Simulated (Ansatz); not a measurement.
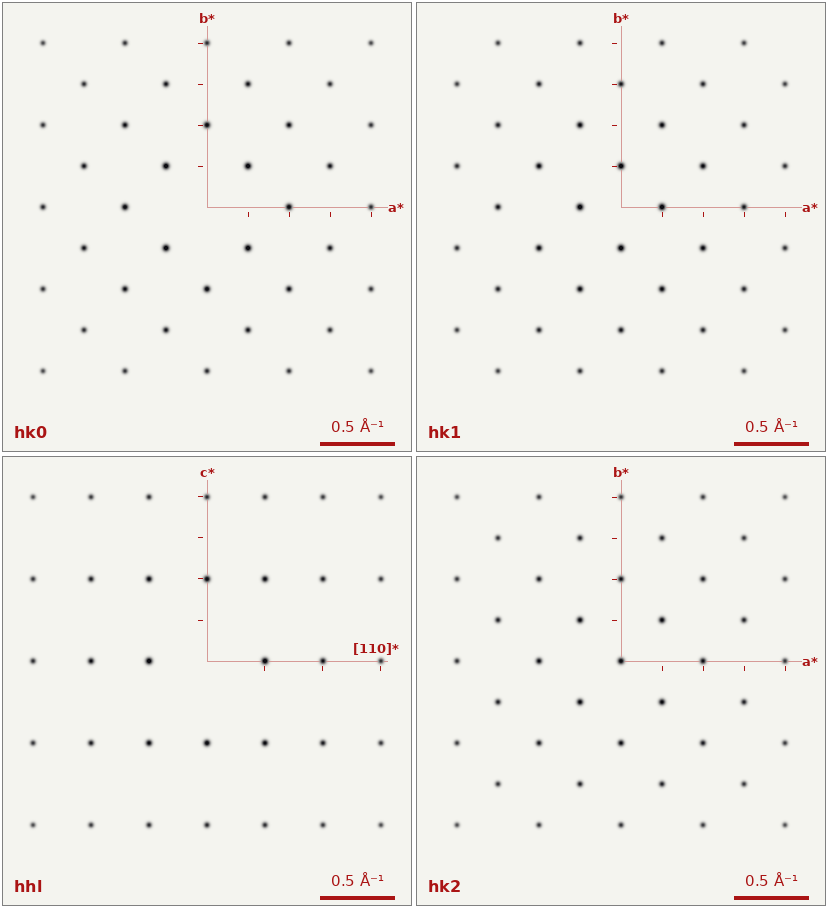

Simulated precession-type sections (X-rays; kinematic intensities, B = 0.5 Å²). The ticks mark integer indices of the conventional cell.

Read the reciprocal cell and give the direct cell.

Answer. a* = 0.278, b* = 0.278, c* = 0.278 Å⁻¹; the cell is cubic with a = 3.60 Å.

Which reflection conditions do the layers show?

Answer. Reflections are present only under these conditions. hkl: h + k + l = 2n; hk0: h + k = 2n; hhl: l = 2n; h00: h = 2n. The lattice is body-centred (I).

Which space groups fit?

Answer. The intensities have Laue symmetry m-3m (the hk0 layer shows 4mm, hk1 shows 4mm). With these conditions the candidates are I432 (No. 211), I-43m (No. 217), Im-3m (No. 229). Diffraction geometry alone does not choose among them; the structure has Im-3m. The compound is Cd. Structure: the input geometry of an electronic-structure calculation (not necessarily at equilibrium); the starting structure was generated, so it need not be a known form of this composition.
